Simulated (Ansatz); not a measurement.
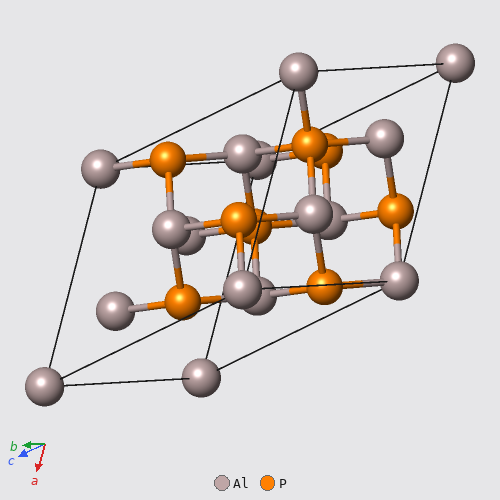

The system is AlP (F-43m phase) with one H guest (13 atoms in the cell, cell charge +1); the picture shows it without the atoms that are moved over the map. A guest moved over a lattice plane through the rigid host; the plane is (1 −1 1) of the conventional cell, half-way across the widest gap between atomic layers, origin above P10. Places are given modulo a cell vector. The map is drawn in real space over the plane of the scan. Nothing is relaxed (host rigid, guest held in the plane). The scan uses a 9 × 9 grid. All energies are given in eV per cell relative to the lowest grid point. The band gap closes in part of the range. The cell is charged on a uniform background, without a charge correction. These are results of DFT PBE, scalar-relativistic, plane waves, PAW in Ansatz, not measurements. Settings: cutoff 420 eV, k-mesh 4×4×4, gaussian smearing 0.05 eV, no spin polarisation.

Range: place of H13 along a1 from 0.000 to 0.889; place of H13 along a2 from 0.000 to 0.889.

Q: What landscape does the calculation give?

A: The lowest grid point is at (3/9, 8/9) of the cell vectors [nearest 1 Al at 1.65 Å and 1 P at 1.65 Å]. The bottom of the well lies between grid points, at about (0.35, 0.83) of the cell vectors, about 0.015 eV lower on the interpolated surface. Higher local minima lie near (7/9, 8/9) of the cell vectors [nearest 1 Al at 1.65 Å and 1 P at 1.65 Å] (0.06 eV above the lowest at that grid point); (7/9, 3/9) of the cell vectors [nearest 1 Al at 1.65 Å and 1 P at 1.65 Å] (0.06 eV above the lowest at that grid point). Relaxing all atoms from the lowest point lowers the energy by a further 0.71 eV. The highest grid point, (0/9, 0/9) of the cell vectors [nearest 1 Al at 1.19 Å and 1 P at 1.19 Å], lies 3.14 eV above the lowest. On the interpolated surface the easiest way out of the lowest well to the well at about (0.81, 0.35) of the cell vectors passes a barrier of about 0.2 eV, counted from the interpolated bottom of the well.

```
place of H13 along a2 ↓, place of H13 along a1 →   0/9   1/9   2/9   3/9   4/9   5/9   6/9   7/9   8/9
                                             8/9  1.94  1.93  0.63  0.00  0.23  0.47  0.28  0.06  0.67
                                             7/9  0.40  0.71  0.36  0.00  0.15  0.48  0.52  0.23  0.07
                                             6/9  0.17  0.19  0.16  0.11  0.23  0.48  0.63  0.55  0.32
                                             5/9  0.54  0.52  0.50  0.46  0.44  0.48  0.52  0.55  0.57
                                             4/9  0.54  0.77  0.90  0.88  0.70  0.46  0.28  0.23  0.32
                                             3/9  0.17  0.52  0.90  1.05  0.88  0.47  0.14  0.06  0.07
                                             2/9  0.40  0.18  0.50  0.88  0.88  0.49  0.18  0.39  0.67
                                             1/9  1.94  0.70  0.16  0.45  0.70  0.47  0.17  0.71  1.94
                                             0/9  3.14  1.92  0.36  0.10  0.44  0.46  0.14  0.39  1.94
```

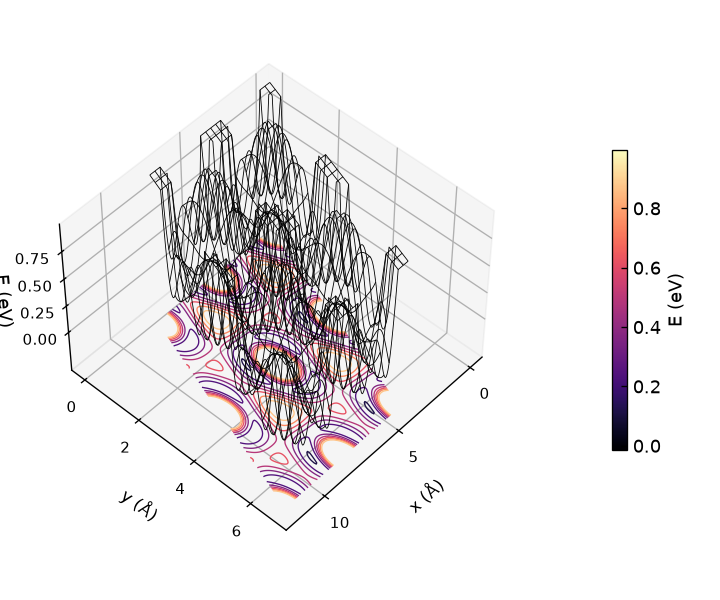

Drawn: a relief with its contours projected below, any walls above the top of the colour scale cut off. Between grid points the surface is interpolated.

The whole map (81 points run) took 23 min on 4 threads of Arm Neoverse N1 (shared host).

PAW datasets: the set soft_1.
